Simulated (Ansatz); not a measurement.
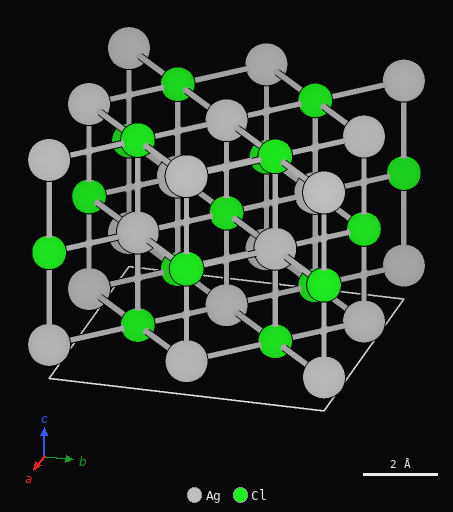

Starting structure of a slab of composition AgCl (cut from the Fm-3m phase). A ball-and-stick model of the cell of the calculation, outlined in the plane, without the vacuum, seen from a free direction.

Case: clean slab, lower planes held. The slab is the (1 0 0) face of AgCl. 8 atoms are held fixed.

All numbers below come from DFT PBE+D3(BJ), scalar-relativistic, plane waves, PAW in Ansatz 0.2.0.

The input:
```yaml
crystal:
  lattice:
    - [7.7932493107, 0.0, 0.0]
    - [0.0, 7.7932493107, 0.0]
    - [0.0, 0.0, 21.5106594351]
  atoms:
    - { symbol: Ag, position: [0.5, 0.5, 0.3719086355] }
    - { symbol: Ag, position: [0.5, 0.0, 0.3719086355] }
    - { symbol: Ag, position: [0.0, 0.5, 0.3719086355] }
    - { symbol: Ag, position: [0.0, 0.0, 0.3719086355] }
    - { symbol: Cl, position: [0.25, 0.25, 0.3719086355] }
    - { symbol: Cl, position: [0.25, 0.75, 0.3719086355] }
    - { symbol: Cl, position: [0.75, 0.25, 0.3719086355] }
    - { symbol: Cl, position: [0.75, 0.75, 0.3719086355] }
    - { symbol: Ag, position: [0.75, 0.75, 0.5] }
    - { symbol: Ag, position: [0.75, 0.25, 0.5] }
    - { symbol: Ag, position: [0.25, 0.75, 0.5] }
    - { symbol: Ag, position: [0.25, 0.25, 0.5] }
    - { symbol: Cl, position: [0.5, 0.5, 0.5] }
    - { symbol: Cl, position: [0.5, 0.0, 0.5] }
    - { symbol: Cl, position: [0.0, 0.5, 0.5] }
    - { symbol: Cl, position: [0.0, 0.0, 0.5] }
    - { symbol: Ag, position: [0.0, 0.0, 0.6280913645] }
    - { symbol: Ag, position: [0.0, 0.5, 0.6280913645] }
    - { symbol: Ag, position: [0.5, 0.0, 0.6280913645] }
    - { symbol: Ag, position: [0.5, 0.5, 0.6280913645] }
    - { symbol: Cl, position: [0.75, 0.75, 0.6280913645] }
    - { symbol: Cl, position: [0.75, 0.25, 0.6280913645] }
    - { symbol: Cl, position: [0.25, 0.75, 0.6280913645] }
    - { symbol: Cl, position: [0.25, 0.25, 0.6280913645] }
basis:
  ecutwfc: 420
kpoints:
  mp_grid: { grid: [2, 2, 1] }
hamiltonian:
  xc: pbe
  dispersion: d3bj
scf:
  occupations: { method: gaussian, width: 0.05 }
output:
  forces: true
  eigenvalues: true
  write_density: true
  write_potential: true
  elf: true
  volumetric_format: npy
relax:
  adjacent_minimum: "off"
  f_tol: 0.03
  max_steps: 70
  constraints: [{ sites: [0, 1, 2, 3, 4, 5, 6, 7] }]
efield:
  axis: 3
  dipole_correction: true
  ramp_width: 0.04
```

Launched with:
```bash
ansatz run input.yaml --threads 4 --pin off --max-ram 12288MiB --backend cpu --events-out ev --progress --plain --runs-dir out
```

Q: Predict the outcome.

A: The largest moves, 0.10 Å, are those of Cl21, Cl22, Cl23 and Cl24. Cl21 goes along the normal (+c). Largest moves by element: Cl 0.10 Å, Ag 0.04 Å. The cell stays as it was. Some distances before and after: Ag10–Cl22 2.755 → 2.817 Å, Cl5–Ag12 2.755 → 2.795 Å, Cl13–Ag20 2.755 → 2.725 Å, Ag1–Cl13 2.755 → 2.745 Å. Bond angles that change, for instance: Cl21–Ag19–Cl24 180.0° → 174.1°, Ag17–Cl23–Ag20 180.0° → 174.1°, Cl14–Ag19–Cl21 90.0° → 92.9°. Over 1 accepted move (2 points after the start) the energy falls by 55.9 meV per cell of the calculation. Largest force component: 0.2 eV/Å at the start, 0.029 eV/Å at the end. 1 step only repeated the SCF at the same geometry.

Step by step:

```tsv
step	E − E(0), meV/atom	largest force component, eV/Å	note
0	0.00	0.2003	
1	-2.33	0.0286	
2	-2.33	0.0286	same geometry, SCF repeated
```

The end point in the same view:

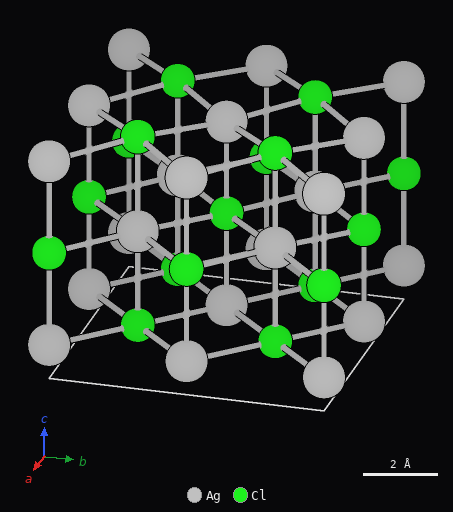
